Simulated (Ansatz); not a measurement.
## Geometry relaxation of Cu₂₇O₁₄ (part 2 of 4)

The same run, continued: Cu₂₇O₁₄ (defect cell, 41 atoms in the cell); DFT, PBE, plane waves, PAW, spin-polarised (Ansatz 0.2.0); cutoff 420 eV, 1×1×1 k-mesh, Gaussian smearing of 0.02 eV, collinear spins. The structure derives from a Materials Project entry. It belongs to a series of runs on one base structure; here: Cu vacancy (site c), charge +0, atoms relaxed at the host's cell. The settings are looser than a standard set-up, so the numbers are not reference values.

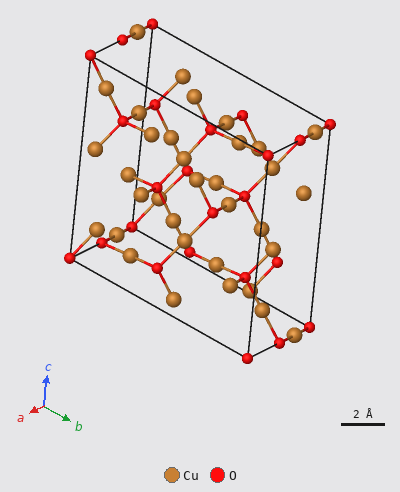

Figure 1. The geometry at step 5 of the log (ball-and-stick view of the cell of the calculation, seen slightly off an axis).

**The program's output, continued**
```
SCF iter   1: F=—  HF=-186803.895265 eV  |F-HF|=—  |Δ(HF+E_count)|=         —  Δρ=1.96e-5 (↑1.71e-5 ↓1.96e-5)  dr2=7.90e-6  dr2_m=2.10e-8  M=0.999 μB ∫|m|=1.085 μB  β_m=0.30  ethr=1.32e-9  ⟨swp⟩=1.0  Hψ=1668  notcnv=0
preconditioner: auto → Resta (q_TF=auto, 2.761 Å⁻¹)  ε∞=10.8  [insulator: Δε(μ)=0.488 eV  Ē_g=9.799 eV  σ=0.020 eV  W_gap=0.51  n_scr=194 (ndim 8)  ℏωp=30.7 eV  f_vac=0.050  D(μ)=59.28/eV (n_scr^D=842)  ε∞_Penn≈10.8]
spin=Collinear: Resta preconditioning applied to the charge; magnetization (m = ρ↑ − ρ↓) channel mixes plain (no charge-response kernel on spin).
SCF iter   2: F=—  HF=-186803.895265 eV  |F-HF|=—  |Δ(HF+E_count)|=   4.77e-7  Δρ=1.35e-5 (↑1.05e-5 ↓1.35e-5)  dr2=3.48e-6  dr2_m=2.49e-8  M=0.999 μB ∫|m|=1.085 μB  β_m=0.27  ethr=1.32e-9  ⟨swp⟩=2.0  Hψ=1168  notcnv=0
SCF iter   3: F=—  HF=-186803.895265 eV  |F-HF|=—  |Δ(HF+E_count)|=   1.76e-7  Δρ=5.67e-6 (↑5.17e-6 ↓5.67e-6)  dr2=1.82e-6  dr2_m=7.66e-9  M=0.999 μB ∫|m|=1.085 μB  β_m=0.53  ethr=5.84e-10  ⟨swp⟩=2.0  Hψ=870  notcnv=0
SCF iter   4: F=—  HF=-186803.895265 eV  |F-HF|=—  |Δ(HF+E_count)|=   3.97e-7  Δρ=9.74e-6 (↑8.59e-6 ↓9.74e-6)  dr2=1.61e-6  dr2_m=5.97e-9  M=0.999 μB ∫|m|=1.085 μB  β_m=0.43  ethr=3.04e-10  ⟨swp⟩=2.0  Hψ=1178  notcnv=0
SCF iter   5: F=—  HF=-186803.895265 eV  |F-HF|=—  |Δ(HF+E_count)|=   1.98e-7  Δρ=3.51e-6 (↑3.16e-6 ↓3.51e-6)  dr2=3.06e-7  dr2_m=1.65e-9  M=0.999 μB ∫|m|=1.085 μB  β_m=0.48  ethr=2.70e-10  ⟨swp⟩=2.0  Hψ=956  notcnv=0
SCF iter   6: F=—  HF=-186803.895265 eV  |F-HF|=—  |Δ(HF+E_count)|=   1.06e-8  Δρ=5.17e-6 (↑4.06e-6 ↓5.17e-6)  dr2=3.02e-7  dr2_m=4.15e-9  M=0.999 μB ∫|m|=1.085 μB  β_m=0.39  ethr=5.12e-11  ⟨swp⟩=2.0  Hψ=1196  notcnv=0
SCF iter   7: F=-186803.895265 eV  HF=-186803.895265 eV  |F-HF|=1.31e-8  |Δ(HF+E_count)|=   2.21e-8  Δρ=1.43e-6 (↑1.13e-6 ↓1.43e-6)  dr2=5.26e-8  dr2_m=6.52e-10  M=0.999 μB ∫|m|=1.085 μB  ethr=1.68e-11  ⟨swp⟩=3.0  Hψ=2217  notcnv=0
SCF 5 converged in 7 iterations: F = -186803.895265 eV  dr2 = 5.26e-8
relax step   5: F+E_penalty+E_count = -186803.89526480 eV  Δ(F+E_penalty+E_count) = -6.950e-6 eV  max|allowed force component| = 1.043e-2 eV/Å  Δτ_max = 0.0000 Å  (7 SCF iters, accepted)
```

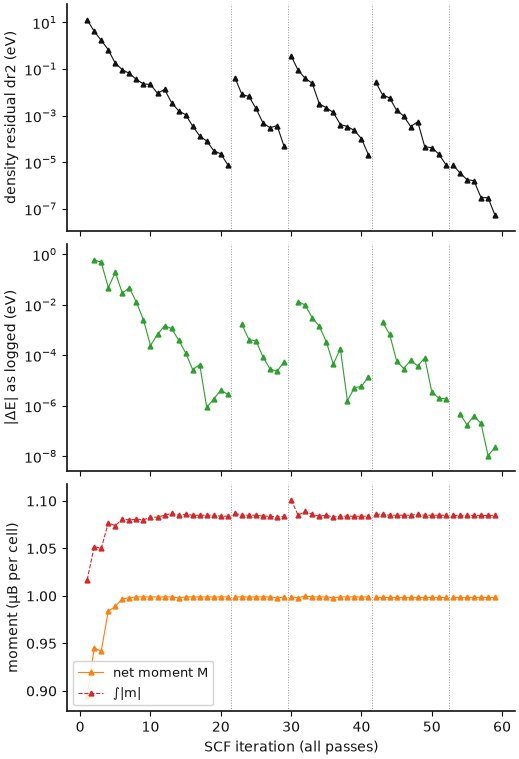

Figure 2. Convergence of the self-consistent field: density residual dr2, size of the energy change and magnetic moment against the SCF iteration. The dotted lines part the SCF passes of the relaxation: geometry steps, rejected trials and re-solves on a re-selected basis. The 5 passes take 7 to 21 iterations each, 59 in all. The net moment goes from 0.9 to 1.0 μB per cell.

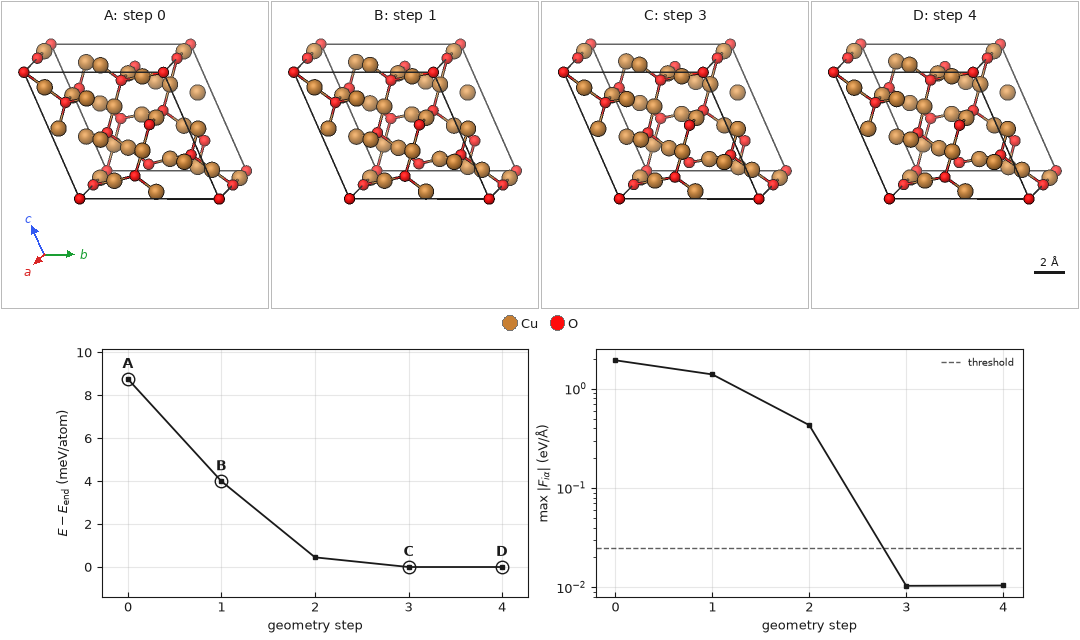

Figure 3. Frames of the relaxation (ball-and-stick view of the cell of the calculation, seen at an oblique angle) above the curves, on which the letters mark them (the first geometry is step 0 here and step 1 in the log).

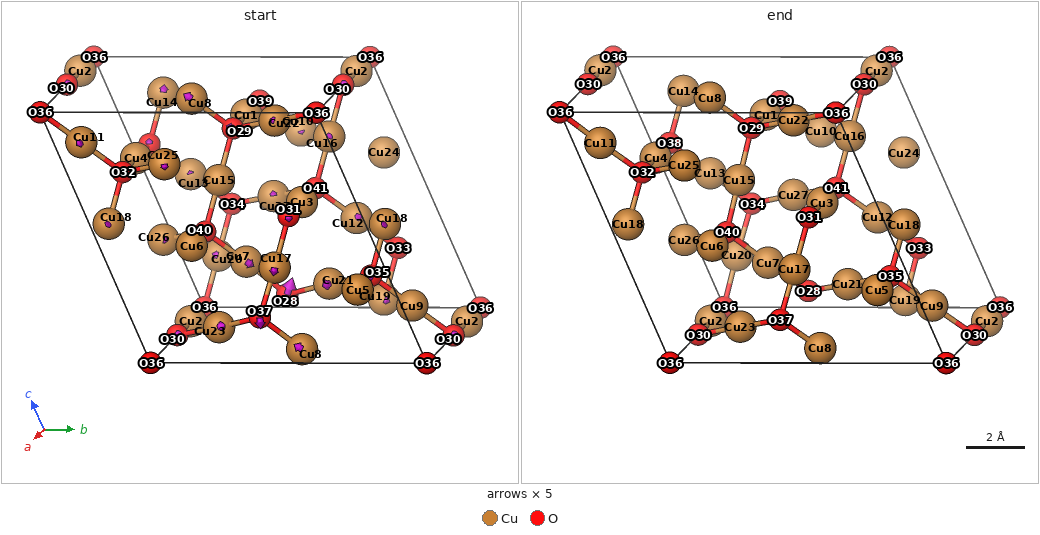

Figure 4. Before (left) and after (right) the relaxation, at one scale (ball-and-stick view of the cell of the calculation, seen at an oblique angle). The pink arrows give the displacements, magnified 5 times. The atom that moves furthest is O28 (0.13 Å). Largest moves by element: O 0.13 Å, Cu 0.07 Å. The cell doesn't change. Among the contacts that change: Cu21–O28 1.968 → 1.829 Å, Cu7–O28 1.947 → 1.829 Å, Cu23–O37 1.898 → 1.829 Å, Cu14–O28 1.763 → 1.829 Å. Among the angles that change: Cu7–O28–Cu21 101.8° → 106.4°, Cu7–O28–Cu14 109.9° → 106.6°, Cu14–O28–Cu21 109.0° → 106.6°. After 4 geometry steps the energy has fallen by 8.8 meV per atom. Largest force component: 1.9 eV/Å at the start, 0.01 eV/Å at the end. (Atoms are counted from 1 in the order of the input.)

```
SCF converged after 7 iterations
Magnetization: 0.9990 μB (298.9995 up, 298.0005 down)
Absolute magnetization: 1.0854 μB (∫|ρ↑−ρ↓|, with the PAW one-centre terms)
Spin contamination: 0.0012 ħ² per cell (⟨S²⟩ above its minimum at these occupations)
Per-site moments (μB) at R_I (Å): [(0.016364856234758893, 0.7720192451032848), (0.016292284943222574, 0.7722056022053052), (0.01620299010043189, 0.7720487793700131), (0.01620395149120329, 0.7719836167826021), (0.016275879249715273, 0.7722205770087588), (0.01638843593580519, 0.7719811807157825), (0.04423763557739564, 0.7544279220387847), (0.044140058310005496, 0.7544607780208817), (0.026269502792487052, 0.7698456367389543), (0.028296929495158978, 0.7691942778228639), (0.03177324630164297, 0.769588215944017), (0.03167037239313272, 0.7696300658647232), (0.028257481391630607, 0.7691677667444574), (0.044116157122808766, 0.7542866098450769), (0.026513110164789452, 0.7696492401344905), (0.028146955192575013, 0.7692703388892403), (0.044199824530637595, 0.7544049419944171), (0.028224467273503688, 0.7692634191907552), (0.03160735566769405, 0.7696938169264516), (0.03179934447968316, 0.7696674457303169), (0.04425122567705212, 0.7545688632094282), (0.02832921779432378, 0.7693029070839491), (0.04414109176099931, 0.7544478624997398), (0.026539505424809373, 0.7697322020180613), (0.031669651369789484, 0.7696006085497773), (0.028307064743270632, 0.7692660866995877), (0.031688155851722764, 0.7695919915737258), (0.0166718089335763, 0.7542866098450769), (0.010665652182927398, 0.7693029070839491), (0.010567300799900403, 0.7692703388892403), (0.010645587343560112, 0.7691942778228639), (0.009635894510774566, 0.769588215944017), (0.009600846846191675, 0.7696938169264516), (0.0096351779832222, 0.7695919915737258), (0.010585890883025683, 0.7692634191907552), (0.00964205200908518, 0.7696674457303169), (0.01664292639777615, 0.7544049419944171), (0.010647671244570701, 0.7691677667444574), (0.009618522567787686, 0.7696006085497773), (0.01067022718578176, 0.7692660866995877), (0.009600139833791417, 0.7696300658647232)]
Free energy (F): -186803.895265 eV
Harris-Foulkes:  -186803.895265 eV  (|F-HF|=1.31e-8)
Internal energy: -186803.883398 eV  (E = F + TS)
E sigma→0 (E₀):  -186803.889331 eV
Entropy (-TS):   -0.011867 eV (-0.289 meV/atom)
Fermi energy:    10.053152 eV
--- Per-component energies (eV) ---
  E_band       = -12840.135039
  E_kinetic    = 10499.445040
  E_local      = -138068.106731  (includes V_loc(G=0)·N_el)
  E_nonlocal   = 11344.677163
  E_hartree    = 60312.443973
  E_xc         = -3394.722363
  E_vxc        = -4362.495842  (∫ρ·V_xc dr)
  E_paw        = -47211.499470  (= ΣΔE_a)
  E_vpaw       = -12878.573501  (= ΣTr[D̂ρ^β])
  E_aug_tail   = 0.038892  (compensation charges beyond the density's cutoff)
  E_ewald      = -80286.159901
  E_smearing   = -0.011867  (= −TS)
  E_closure    = -0.000000  (closes the sum)
  Σ components = -186803.895265   (vs F -186803.895265, Δ=0.00e0)
--- Forces (eV/Å), atoms counted from 1 ---
  atom   1  Cu    -0.00212325    -0.00101400     0.00234014
  atom   2  Cu    -0.00057026    -0.00227930     0.00302800
  atom   3  Cu    -0.00091258    -0.00254637     0.00155635
  atom   4  Cu     0.00063892     0.00140299    -0.00121549
  atom   5  Cu     0.00074367     0.00243242    -0.00073340
  atom   6  Cu     0.00181784     0.00120114    -0.00289983
  atom   7  Cu    -0.00537836     0.00076108     0.00724722
  atom   8  Cu     0.00763644    -0.00303117    -0.00496554
  atom   9  Cu     0.00000551     0.00095466     0.00087200
  atom  10  Cu    -0.00055070    -0.00154272    -0.00292896
  atom  11  Cu     0.00172264    -0.00272269     0.00497651
  atom  12  Cu    -0.00173250     0.00173812    -0.00662705
  atom  13  Cu     0.00100343     0.00201657     0.00109164
  atom  14  Cu    -0.00069415    -0.00553926     0.00468359
  atom  15  Cu    -0.00133236    -0.00008336     0.00000027
  atom  16  Cu     0.00015080     0.00151657    -0.00028898
  atom  17  Cu     0.00013926     0.00480946    -0.00587975
  atom  18  Cu     0.00095393    -0.00126710    -0.00007009
  atom  19  Cu    -0.00218611    -0.00611050    -0.00251025
  atom  20  Cu     0.00347086     0.00663179     0.00367728
  atom  21  Cu    -0.00792686    -0.00971195    -0.00409784
  atom  22  Cu     0.00152227     0.00191448    -0.00064437
  atom  23  Cu     0.00578894     0.00588177     0.00332912
  atom  24  Cu    -0.00006044    -0.00009501     0.00045553
  atom  25  Cu     0.00642560    -0.00182483    -0.00363500
  atom  26  Cu    -0.00262139    -0.00216705    -0.00026212
  atom  27  Cu    -0.00552541     0.00270250     0.00337766
  atom  28  O     -0.00157900    -0.00472697     0.00792279
  atom  29  O     -0.00297902     0.00452308    -0.00079041
  atom  30  O      0.00000299    -0.00409001    -0.00200188
  atom  31  O     -0.00022905     0.00313648     0.00348963
  atom  32  O     -0.00866819     0.01037668    -0.00130443
  atom  33  O      0.00906102     0.00161737     0.00725038
  atom  34  O      0.00231230    -0.00734945    -0.00944214
  atom  35  O      0.00043345     0.00584956     0.00290359
  atom  36  O     -0.00913614    -0.00202060    -0.00765184
  atom  37  O      0.00313224     0.00828807    -0.00585345
  atom  38  O     -0.00116879    -0.00302331    -0.00371194
  atom  39  O     -0.00307026     0.00723691     0.00903497
  atom  40  O      0.00192261    -0.00341927    -0.00121140
  atom  41  O      0.00955464    -0.01042882     0.00149410
  max |Σ_I F_I| component: 5.48e-6 eV/Å
--- Band table (eV) ---
  k-point 0 ↑: bands = ["-102.0767", "-102.0765", "-102.0765", "-102.0717", "-102.0715", "-102.0715", "-102.0713", "-102.0707", "-102.0703", "-101.9840", ... 149 levels left out ..., "5.2484", "5.3698", "5.5195", "5.6209", "5.6217", "6.2505", "6.7003", "6.7239", "6.7255", "6.8197", "6.8198", "6.8415", "7.0875", "7.0894", "7.1111", "7.1348", "7.1362", "7.1477", "7.1512", "7.2482", "7.2640", "7.2644", "7.2833", "7.3129", "7.3196", "7.3200", "7.4589", "7.4604", "7.5114",
      "7.5882", "7.6056", "7.6066", "7.6352", "7.6363", "7.6804", "7.7057", "7.7203", "7.7214", "7.7292", "7.7395", "7.7404", "7.7687", "7.7688", "7.7912", "7.7919", "7.8163", "7.8167", "7.8221", "7.8384", "7.8394", "7.8461", "7.8466", "7.8476", "7.8873", "7.8877", "7.8906", "7.9162", "7.9364", "7.9371", "7.9376", "7.9469", "7.9476", "8.0181", "8.0432", "8.0442", "8.0496", "8.0512", "8.0638", "8.0953",
      "8.0957", "8.1061", "8.1073", "8.1460", "8.1794", "8.1882", "8.1889", "8.1947", "8.2065", "8.2067", "8.2196", "8.2464", "8.2471", "8.2474", "8.2507", "8.2516", "8.2612", "8.2619", "8.2626", "8.2747", "8.3068", "8.3076", "8.3140", "8.3147", "8.3184", "8.3382", "8.3467", "8.3584", "8.3592", "8.4144", "8.4150", "8.4515", "8.4595", "8.4598", "8.4764", "8.4770", "8.4928", "8.5097", "8.5374", "8.5377",
      "8.5495", "8.6283", "8.6496", "8.6599", "8.6611", "8.7230", "8.7231", "8.8129", "8.8251", "8.8266", "8.8850", "8.8872", "8.9181", "8.9188", "9.0238", "9.0545", "9.2020", "9.3718", "9.3734", "9.3959", "9.4304", "9.4313", "9.4948", "9.4962", "9.5044", "9.5054", "9.5064", "9.7093", "9.9942", "9.9944", "10.0063", "10.5409", "11.4478", "11.4507", "12.0159", "12.0180", "12.0343", "12.1927", "12.1957", "12.3441",
      "12.6215", "12.6228", "12.7650", "12.7674", "12.9228", "13.0000", "13.4787", "13.5580", "13.5917", "13.5944", "13.8108", "13.8156", "14.1508", "14.2738", "14.3174", "14.3192", "14.4840", "14.4920", "15.3962", "15.4804", "15.6162", "15.6178", "15.7270", "15.7321", "15.9336", "15.9376", "16.0322", "16.2134", "16.2165", "16.9190", "17.8551", "17.8577", "18.5121", "18.8752", "18.8815", "18.8833", "18.8843", "18.8881", "18.9483", "19.3056",
      "19.3094", "19.3194", "19.5331", "19.5391", "19.5869", "19.5900", "20.0354", "20.0427", "20.4494", "20.6087", "20.6136"]
  k-point 0 ↓: bands = ["-102.0430", "-102.0429", "-102.0427", "-102.0354", "-102.0353", "-102.0352", "-102.0350", "-102.0344", "-102.0340", "-101.9435", ... 149 levels left out ..., "5.2578", "5.3885", "5.5342", "5.6466", "5.6476", "6.2658", "6.7340", "6.7565", "6.7581", "6.8544", "6.8546", "6.8883", "7.1108", "7.1125", "7.1421", "7.1555", "7.1571", "7.1805", "7.1840", "7.2732", "7.3011", "7.3018", "7.3082", "7.3407", "7.3493", "7.3497", "7.4890", "7.4904", "7.5352",
      "7.6113", "7.6287", "7.6297", "7.6603", "7.6613", "7.7013", "7.7256", "7.7442", "7.7452", "7.7523", "7.7605", "7.7615", "7.7956", "7.7957", "7.8147", "7.8176", "7.8411", "7.8418", "7.8500", "7.8667", "7.8677", "7.8706", "7.8711", "7.8777", "7.9141", "7.9156", "7.9160", "7.9423", "7.9617", "7.9623", "7.9628", "7.9717", "7.9725", "8.0476", "8.0720", "8.0728", "8.0789", "8.0806", "8.0959", "8.1242",
      "8.1248", "8.1366", "8.1382", "8.1695", "8.2074", "8.2151", "8.2158", "8.2251", "8.2330", "8.2334", "8.2497", "8.2726", "8.2732", "8.2738", "8.2795", "8.2806", "8.2888", "8.2921", "8.2927", "8.3014", "8.3323", "8.3330", "8.3475", "8.3481", "8.3583", "8.3699", "8.3772", "8.3932", "8.3941", "8.4414", "8.4419", "8.4803", "8.4870", "8.4874", "8.5064", "8.5069", "8.5283", "8.5399", "8.5597", "8.5601",
      "8.5728", "8.6585", "8.6793", "8.6838", "8.6850", "8.7483", "8.7485", "8.8396", "8.8529", "8.8540", "8.9088", "8.9107", "8.9419", "8.9427", "9.0493", "9.0967", "9.2415", "9.4172", "9.4190", "9.4367", "9.4718", "9.4727", "9.5380", "9.5396", "9.5440", "9.5547", "9.5558", "9.7496", "10.0228", "10.0528", "10.0529", "10.5806", "11.4471", "11.4500", "12.0384", "12.0405", "12.0585", "12.2194", "12.2226", "12.3636",
      "12.6370", "12.6382", "12.7795", "12.7819", "12.9409", "13.0280", "13.4902", "13.5669", "13.6033", "13.6059", "13.8228", "13.8276", "14.1615", "14.2863", "14.3303", "14.3321", "14.4981", "14.5062", "15.4020", "15.4869", "15.6238", "15.6252", "15.7351", "15.7402", "15.9386", "15.9425", "16.0376", "16.2188", "16.2219", "16.9237", "17.8724", "17.8751", "18.5155", "18.8816", "18.8880", "18.8897", "18.8906", "18.8943", "18.9548", "19.3076",
      "19.3113", "19.3238", "19.5371", "19.5435", "19.5907", "19.5937", "20.0397", "20.0470", "20.4512", "20.6150", "20.6198"]
```
